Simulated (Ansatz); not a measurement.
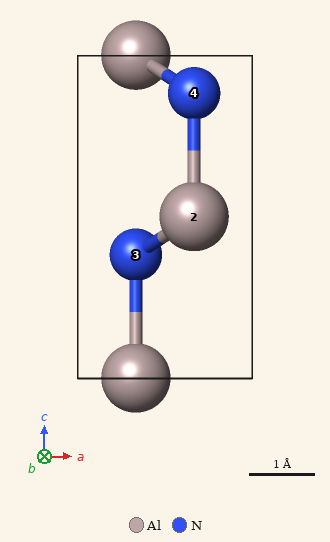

The input geometry (ball-and-stick view of the cell of the calculation, along the b axis; atoms are numbered from 1 in the order of the input). An atom can appear more than once, as a periodic image.

**Density-of-states calculation of AlN**

System: AlN (P6₃mc, 4 atoms in the cell).
Method: DFT HSE06 form with exact-exchange fraction 0.35, scalar-relativistic, plane waves, PAW, no spin polarisation (Ansatz 0.2.0).

The structure derives from an entry of the Crystallography Open Database. Figures and captions count atoms from 1; the log counts them from 0 in places.

### The program's output
```
Warning: output.stress: scf.convergence.dr2_threshold = 1e-7 eV (the SCF's general default) is looser than the 4e-10 eV advised for a printed stress (1e-10 eV for each atom of the cell: 4). What an SCF threshold leaves in a stress goes as its square root, and in the free energy as the threshold itself, and one threshold admits the most on a small cell: of the crystals measured, under no hybrid functional and no lock of the moments, on runs that ended without the residual-converged pass, on stresses that held no estimate of that error, the worst erred by over 100 MPa in a component at 1e-7 eV an atom and by under 5 at 1e-10. Set scf.convergence.dr2_threshold to 4e-10 eV or tighter. The threshold is an SCF's pass mark: one that does not reach it within its budget of iterations ends unconverged, or closes short of it on a stop that the run arms, and scf.convergence.dr2_threshold's page says what that costs each kind of run
Warning: output.stress: scf.exx.energy_threshold = 1e-6 eV is looser than the 4e-8 eV advised for a stress under a hybrid functional (1e-8 eV for each atom of the cell: 4). Every SCF of the exchange loop can meet its threshold on dr2 while the loop round them stops early: no threshold on dr2 bounds what that leaves in the stress. Set scf.exx.energy_threshold to 4e-8 eV or tighter. The threshold is the loop's pass mark: a loop that does not reach it within its budget of cycles ends unconverged, and scf.exx.energy_threshold's page has the law
scf.n_extra_bands = 11 over 8 filled bands (N_el = 16.0): the run solves 19 bands
Engine: ansatz 0.2.0, aarch64-unknown-linux-gnu
Pseudopotentials: kind: paw
Pseudopotential: Al, paw, valence charge 3, recommended cutoff 420 eV (normal), Al.paw.azcp
Pseudopotential: N, paw, valence charge 5, recommended cutoff 420 eV (normal), N.paw.azcp
Functional definition: unnamed
  parameter a_1 = 0.35
  parameter omega_1 = 0.20787/angstrom
  exchange = pbe_x + (-a_1)*pbe_x_sr(omega_1) + a_1*exact_x_sr(omega_1)
  correlation = pbe_c
Crystal: 4 atoms, lattice volume = 41.724 Å³
Basis set: ecut = 420 eV, 809 PW (Γ), exchange–correlation on 48×48×72 points (8 copies of the dense FFT grid, shifted against one another)
Bands: 19, of which v1, the nominal top of the filled ones, is band 8 counted from 1 (7 counted from 0)
Symmetry: 12 space group operations
Space group: P63mc (ITA 186), of the structure as read, at distance tolerance 3.5e-5 Å
k-points: 21 of 144 (time reversal used)
Non-local potential: Al, projectors of the file, l = 0: 2, l = 1: 2, l = 2: 1
Non-local potential: N, projectors of the file, l = 0: 2, l = 1: 2, l = 2: 1
PAW form: soft (Blöchl's): semilocal exchange-correlation on the pseudo side does not see the compensation charge
PAW frozen core: Al, regenerated for the run's functional, and the local potential with it (the file was generated under x = pbe(κ = 0.804, μ = 0.2195149727645171), c = pbe(β = 0.06672455060314922))
PAW frozen core: N, regenerated for the run's functional, and the local potential with it (the file was generated under x = pbe(κ = 0.804, μ = 0.2195149727645171), c = pbe(β = 0.06672455060314922))
PAW one-centre angular grid: Al, 110 points (default); XC on 64 Gauss nodes
PAW one-centre angular grid: N, 110 points (default); XC on 64 Gauss nodes
Initial density: superposition of atomic densities (neutral atoms: chi_scale 0, normalization atom), corrected by the library's trained network
Initial wavefunctions: pseudopotential atomic-orbital guess
Functional: x = pbe(κ = 0.804, μ = 0.2195149727645171), c = pbe(β = 0.06672455060314922), warm-up for x = pbe(κ = 0.804, μ = 0.2195149727645171) + 0.35 (exact − pbe) at short range (hse, ω = 0.20787 Å⁻¹), c = pbe(β = 0.06672455060314922)
SCF iter   1: F=—  HF=-1848.479397 eV  |F-HF|=—  |Δ(HF+E_count)|=         —  Δρ=8.31e-4  dr2=1.34e-4  ethr=1.77e-3  ⟨swp⟩=2.0  Hψ=2856  notcnv=0
preconditioner: auto → none  [insulator: Δε(μ)=4.199 eV  Ē_g=17.199 eV  σ=0.050 eV  W_gap=1.00  n_scr=2 (ndim 8)  ℏωp=23.0 eV  f_vac=0.000  D(μ)=0.00/eV (n_scr^D=0)]
SCF iter   2: F=-1848.479628 eV  HF=-1848.479565 eV  |F-HF|=6.26e-5  |Δ(HF+E_count)|=   1.68e-4  Δρ=4.12e-4  dr2=2.95e-5  ethr=8.36e-7  ⟨swp⟩=3.4  Hψ=664  notcnv=0  defer=11
SCF 1 stopped early in 2 iterations: F = -1848.479628 eV  dr2 = 2.95e-5
  greatest PAW one-centre occupation: 0.788 electrons in one spin orbital (limit 2), on the N atom at site 3 (counted from 0), in its partial waves of l = 0
Initial density: handed on by an earlier stage of this run
Initial wavefunctions: those handed on with the density
Functional: x = pbe(κ = 0.804, μ = 0.2195149727645171) + 0.35 (exact − pbe) at short range (hse, ω = 0.20787 Å⁻¹), c = pbe(β = 0.06672455060314922)
Exchange kernel: α = 0.3500, screened, ω = 0.2079 Å⁻¹, Wigner–Seitz truncation, v(0) = 1043.3291 eV·Å³, q-mesh 6×6×4, nearest image of the exchange supercell L = 18.66 Å, pair-density grid 20×20×30, without the augmentation charges, whose exchange is taken in its separable form by FFT convolution over the k-point mesh (sized by the pseudopotential files, 20×20×36 at the most), smooth part of the exact exchange by density-matrix convolution
Frozen-core exchange: fock
SCF iter   1: F=—  HF=-1849.822375 eV  |F-HF|=—  |Δ(HF+E_count)|=         —  Δρ=8.51e-3  dr2=1.41e-2  ethr=1.84e-6  ⟨swp⟩=8.1  Hψ=2107  notcnv=0
preconditioner: auto → none  [insulator: Δε(μ)=6.045 eV  Ē_g=20.282 eV  σ=0.050 eV  W_gap=1.00  n_scr=2 (ndim 8)  ℏωp=23.0 eV  f_vac=0.000  D(μ)=0.00/eV (n_scr^D=0)]
SCF iter   2: F=—  HF=-1849.816267 eV  |F-HF|=—  |Δ(HF+E_count)|=   6.11e-3  Δρ=3.77e-3  dr2=3.87e-3  ethr=1.84e-6  ⟨swp⟩=3.8  Hψ=814  notcnv=0
iter 3 solved again at ethr=3.12e-8 eV; its pass at ethr=1.84e-6 eV (dr2=4.99e-6 eV) is discarded
SCF iter   3: F=—  HF=-1849.814795 eV  |F-HF|=—  |Δ(HF+E_count)|=   1.47e-3  Δρ=1.31e-4  dr2=1.57e-3  ethr=3.12e-8  ⟨swp⟩=2.9  Hψ=1706  notcnv=0
SCF iter   4: F=—  HF=-1849.827344 eV  |F-HF|=—  |Δ(HF+E_count)|=   1.25e-2  Δρ=9.03e-4  dr2=2.75e-4  ethr=3.12e-8  ⟨swp⟩=5.0  Hψ=1463  notcnv=0
SCF iter   5: F=—  HF=-1849.827263 eV  |F-HF|=—  |Δ(HF+E_count)|=   8.04e-5  Δρ=6.34e-5  dr2=3.30e-5  ethr=3.12e-8  ⟨swp⟩=4.0  Hψ=879  notcnv=0
SCF iter   6: F=—  HF=-1849.827469 eV  |F-HF|=—  |Δ(HF+E_count)|=   2.06e-4  Δρ=1.33e-4  dr2=8.93e-6  ethr=4.97e-9  ⟨swp⟩=5.0  Hψ=1115  notcnv=0
SCF iter   7: F=-1849.827468 eV  HF=-1849.827467 eV  |F-HF|=1.22e-6  |Δ(HF+E_count)|=   2.30e-6  Δρ=8.08e-6  dr2=1.12e-6  ethr=4.97e-9  ⟨swp⟩=3.0  Hψ=727  notcnv=0
SCF 2 stopped early in 7 iterations: F = -1849.827468 eV  dr2 = 1.12e-6
  Residual-converged pass: ⟨swp⟩=3.0  Hψ=723  notcnv=0  max |occ|·‖R‖ = 5.9e-6 eV (tolerance 6.7e-6 eV)  dr2=1.12e-6  dr2_onsite=3.33e-9  max |Δocc| = 0.0e0
hybrid outer 1: dexx = +1.420e-2 eV, tail = 2.46e-5 eV
Exchange kernel: α = 0.3500, screened, ω = 0.2079 Å⁻¹, Wigner–Seitz truncation, v(0) = 1043.3291 eV·Å³, q-mesh 6×6×4, nearest image of the exchange supercell L = 18.66 Å, pair-density grid 20×20×30, without the augmentation charges, whose exchange is taken in its separable form by FFT convolution over the k-point mesh (sized by the pseudopotential files, 20×20×36 at the most), smooth part of the exact exchange by density-matrix convolution
Frozen-core exchange: fock
SCF iter   1: F=—  HF=-1849.827467 eV  |F-HF|=—  |Δ(HF+E_count)|=         —  Δρ=3.78e-5  dr2=1.91e-7  ethr=7.69e-7  ⟨swp⟩=4.0  Hψ=913  notcnv=0
preconditioner: auto → none  [insulator: Δε(μ)=6.134 eV  Ē_g=20.291 eV  σ=0.050 eV  W_gap=1.00  n_scr=2 (ndim 8)  ℏωp=23.0 eV  f_vac=0.000  D(μ)=0.00/eV (n_scr^D=0)]
SCF iter   2: F=—  HF=-1849.827467 eV  |F-HF|=—  |Δ(HF+E_count)|=   3.23e-7  Δρ=1.55e-5  dr2=5.36e-8  ethr=9.52e-10  ⟨swp⟩=4.1  Hψ=837  notcnv=0  defer=2
SCF iter   3: F=—  HF=-1849.827467 eV  |F-HF|=—  |Δ(HF+E_count)|=   1.55e-8  Δρ=6.53e-6  dr2=4.95e-9  ethr=2.60e-10  ⟨swp⟩=2.5  Hψ=614  notcnv=0  defer=3
SCF iter   4: F=-1849.827468 eV  HF=-1849.827468 eV  |F-HF|=1.82e-10  |Δ(HF+E_count)|=   1.83e-8  Δρ=1.92e-6  dr2=8.23e-10  ethr=2.57e-11  ⟨swp⟩=4.4  Hψ=1074  notcnv=0  defer=4
SCF 3 converged in 4 iterations: F = -1849.827468 eV  dr2 = 8.23e-10
  Residual-converged pass: ⟨swp⟩=2.9  Hψ=620  notcnv=0  max |occ|·‖R‖ = 6.1e-7 eV (tolerance 6.3e-7 eV)  dr2=8.29e-10  dr2_onsite=1.19e-10  max |Δocc| = 0.0e0
```

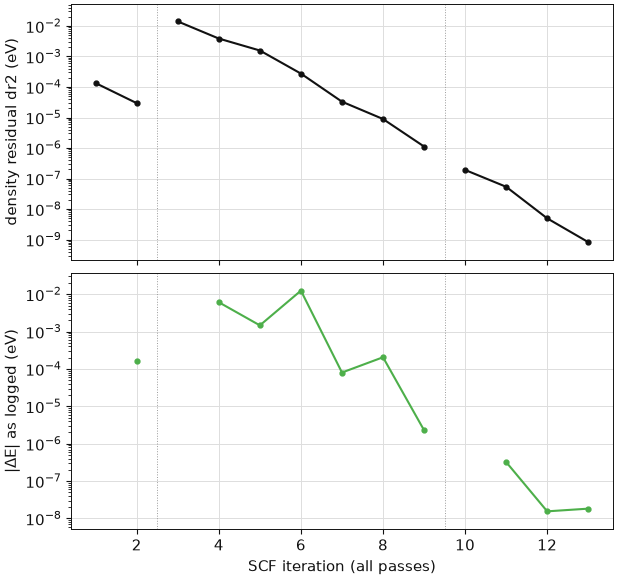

Convergence of the self-consistent field: density residual dr2 and size of the energy change against the SCF iteration. The run starts with a semilocal functional; after that each stretch between dotted lines is one SCF of the hybrid functional between two exact rebuilds of the exchange operator by the outer loop. Early passes are stopped at a loose threshold. The passes take 2, 7 and 4 iterations.

```
hybrid outer 2: dexx = +3.105e-7 eV, tail = 1.21e-8 eV, Δε = 1.59e-3 eV (about 3.81e-5 eV left of the loop's levels), ΔF = 9.01e-4 eV/Å (tail 2.89e-4)
hybrid SCF converged: 2 outer / 11 inner (+2 warm-up), last move |dexx| = 3.10e-7 eV, tail = 1.21e-8 eV
Stability not checked: this state was not tested for a lower state beside it, because the functional holds exact exchange (a hybrid, or Hartree-Fock), whose exchange loop this test does not read (fock_operator; see scf.lower_state_search)
Free energy (F): -1849.827468 eV
Frozen-core exchange: fock
Harris-Foulkes:  -1849.827468 eV  (|F-HF|=1.82e-10)
Internal energy: -1849.827468 eV  (E = F + TS)
E sigma→0 (E₀):  -1849.827468 eV
Fermi energy:    8.940835 eV
--- Per-component energies (eV) ---
  E_band       = -1.147273
  E_kinetic    = 320.522234
  E_local      = -446.784682  (includes V_loc(G=0)·N_el)
  E_nonlocal   = 107.524219
  E_hartree    = 156.389242
  E_xc         = -149.783409
  E_vxc        = -157.012302  (∫ρ·V_xc dr)
  E_exx        = -50.309181  (= α·E_x^exact, valence–valence)
  E_paw        = -1195.157599  (= ΣΔE_a)
  E_vpaw       = -37.556176  (= ΣTr[D̂ρ^β])
  E_aug_tail   = 0.000192  (compensation charges beyond the density's cutoff)
  E_ewald      = -592.042238
  E_core_change = -0.186244  (= ΣΔE_core)
  E_smearing   = -0.000000  (= −TS)
  E_closure    = 0.000000  (closes the sum)
  Σ components = -1849.827468   (vs F -1849.827468, Δ=0.00e0)
--- Forces (eV/Å), atoms counted from 1 ---
  atom   1  Al     0.00000000    -0.00000000    -0.00594548
  atom   2  Al     0.00000000     0.00000000    -0.00594548
  atom   3  N     -0.00000000     0.00000000     0.00592045
  atom   4  N      0.00000000    -0.00000000     0.00592045
  max |Σ_I F_I| component: 5.01e-5 eV/Å
--- Stress (GPa, compression-positive) ---
       -3.254208       0.000000       0.000000
        0.000000      -3.254208       0.000000
        0.000000       0.000000      -3.172858
  P = ⅓ Tr σ = -3.2271 GPa (-32.271 kbar)
--- Band table (eV; the first three rows and the last of 21) ---
  k-point 0: bands = ["-11.3815", "-9.0571", "-0.7881", "4.8822", "4.8822", "5.6233", "5.6233", "5.8739", "12.0079", "14.6293", "19.0767", "19.3032", "19.3032", "21.4158", "21.4828", "21.4828", "22.7345", "22.7345", "22.9945"]
  k-point 1: bands = ["-11.1225", "-9.5198", "0.1012", "4.5867", "4.9849", "4.9849", "5.5087", "5.5087", "13.0132", "14.7642", "18.6545", "19.2592", "19.2592", "19.9698", "20.6439", "20.6439", "23.8104", "23.8104", "24.3846"]
  k-point 2: bands = ["-10.4133", "-10.4133", "2.2024", "2.2024", "5.2408", "5.2408", "5.2408", "5.2408", "14.4408", "14.4408", "18.5787", "18.5787", "19.6310", "19.6310", "19.6310", "19.6310", "26.3298", "26.3298", "26.3298"]
  k-point 20: bands = ["-8.6297", "-8.6297", "0.5040", "0.5040", "1.5988", "1.5988", "4.9749", "4.9749", "15.3597", "15.3597", "15.8056", "15.8056", "20.5782", "20.5782", "22.0051", "22.0051", "24.6388", "24.6388", "26.8633"]
--- Löwdin populations: 4 sites ---
  site symbol       q [e]
     0     Al      1.8529
     1     Al      1.8529
     2      N      6.0747
     3      N      6.0747
  spilling = 0.009052 (of n_electrons = 16.000000)
```

### File populations.tsv
```
# site	symbol	l	j	q
# orbitals = lowdin
# n_electrons = 16.000000
# spilling = 0.009052
0	Al	0_3S	-	0.535221
0	Al	1_3P	-	1.317684
1	Al	0_3S	-	0.535221
1	Al	1_3P	-	1.317684
2	N	0_2S	-	1.391287
2	N	1_2P	-	4.683390
3	N	0_2S	-	1.391287
3	N	1_2P	-	4.683390
```

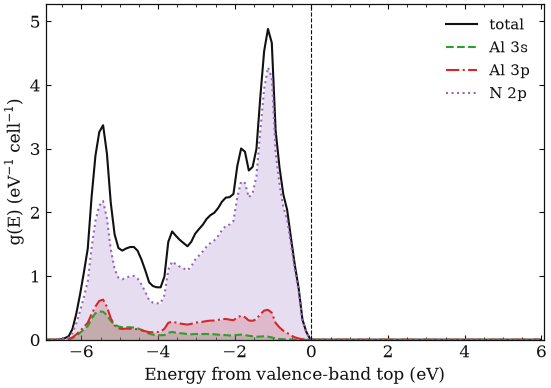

Density of states (projected on Löwdin-orthogonalised atomic shells), with energies from the valence-band top. There is a gap of 6.13 eV on the k-point mesh.

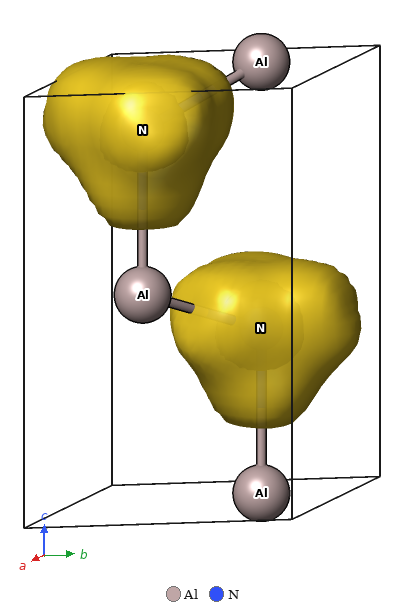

Isosurface of the electron localisation function at 0.75 (yellow), seen slightly off an axis. Core shells and regions of very low density are left out. Sticks mark near contacts. The outline is the cell set on symmetry axes. Along the contacts the grid gives the following. Al–N (1.89 Å): the ELF is about 0.85 at the midpoint. In a PAW calculation such maps are meaningful between the atoms, not at the nuclei.

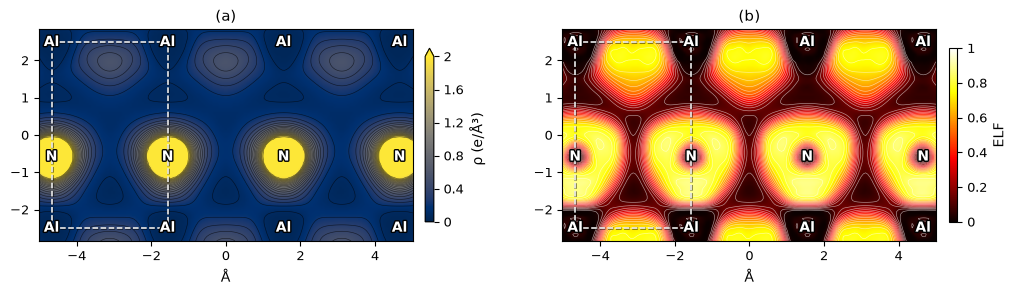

(a) valence electron density; (b) electron localisation function on the (100) plane of the conventional cell. Atoms in the plane: Al and N. Away from the nuclei the density in this plane falls to 0.07 e/Å³ at its lowest.

The run was set up as follows.

### Input
```yaml
crystal:
  lattice:
    - [3.110760629, 0.0, 0.0]
    - [-1.5553803145, 2.6939977298, 0.0]
    - [0.0, 0.0, 4.9787706144]
  atoms:
    - { symbol: Al, position: [0.3333333333, 0.6666666667, 0.0015708995] }
    - { symbol: Al, position: [0.6666666667, 0.3333333333, 0.5015708995] }
    - { symbol: "N", position: [0.3333333333, 0.6666666667, 0.3834291005] }
    - { symbol: "N", position: [0.6666666667, 0.3333333333, 0.8834291005] }
basis:
  ecutwfc: 420
  ecutrho_ratio: 4
kpoints:
  mp_grid: { grid: [6, 6, 4] }
hamiltonian:
  xc: { preset: hse06, exx: { coeff: 0.35, omega: 0.20787 } }
scf:
  occupations: { method: gaussian, width: 0.05 }
  n_extra_bands: 11
output:
  forces: true
  stress: true
  eigenvalues: true
  populations: true
  dos: { projected: true, de: 0.02 }
  write_density: true
  write_potential: true
  elf: true
  volumetric_format: npy
```

Command:
```bash
ansatz run input.yaml --threads 4 --pin off --max-ram 8192MiB --backend cpu --events-out ev --progress --plain --runs-dir out
```

### Key numbers

| quantity | value |
| --- | --- |
| outcome | converged |
| space group (tolerance 0.01 Å) | P6₃mc (186) |
| electrons treated | 16 |
| free energy | −1849.8275 eV |
| Fermi energy | 8.941 eV |
| gap on the k-point mesh | 6.13 eV |
| pressure | −3.23 GPa |
| largest force (length of the vector) | 0.006 eV/Å |
| hardware | 4 threads of Arm Neoverse V2, 24 GiB of memory available, shared host |
| wall time | 8.5 s (CPU time 29 s) |
| peak memory | 0.93 GiB |

### Remarks

The program warns: the exchange loop's threshold is looser than advised for the stress; the SCF threshold is looser than advised for the printed stress.
